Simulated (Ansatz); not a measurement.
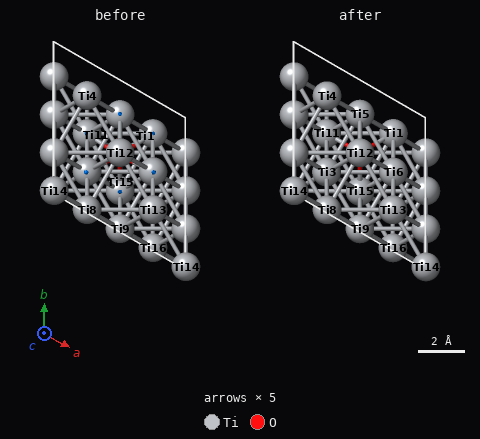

The structure of a defect cell of composition Ti$_{16}$O before (left) and after (right) a relaxation, at one scale. The blue arrows give the displacements, 5 times their true length.

The picture is a ball-and-stick view of the cell of the calculation (origin shifted), seen along the c axis.

Case: O interstitial, charge +0, atoms relaxed.

These are results of Ansatz 0.2.0, DFT PBE, scalar-relativistic, plane waves, PAW, not measurements. (plane-wave cutoff 420 eV; k-point mesh 4 × 4 × 4; occupations gaussian; smearing width 0.1 eV; mesh shifted by (0.5, 0.5, 0.5); no spin polarisation; atoms relaxed in a fixed cell; force threshold 0.02 eV/Å; at most 60 steps)

Q: What changed between the two?

A: The O atom moves most: 0.16 Å roughly along [1 3 0]. Largest moves by element: O 0.16 Å, Ti 0.04 Å. The lattice vectors keep their values. Near-neighbour distances that change, for instance: O–Ti 1.927 → 2.087 Å, O–Ti 1.970 → 2.087 Å, O–Ti 2.190 → 2.087 Å, O–Ti 2.006 → 2.087 Å. Bond angles that change, for instance: Ti–O–Ti 171.1° → 179.9°, Ti–O–Ti 172.0° → 179.9°, Ti–O–Ti 96.5° → 90.1°. After 3 accepted moves (4 points after the start) the energy has fallen by 0.250 eV per cell of the calculation. Largest force component: 1.9 eV/Å at the start, 0.013 eV/Å at the end. 1 step only repeated the SCF at the same geometry.

Limits of the set-up: the periodic images lie only 7.1 Å apart, so the values are limited by the cell's size.
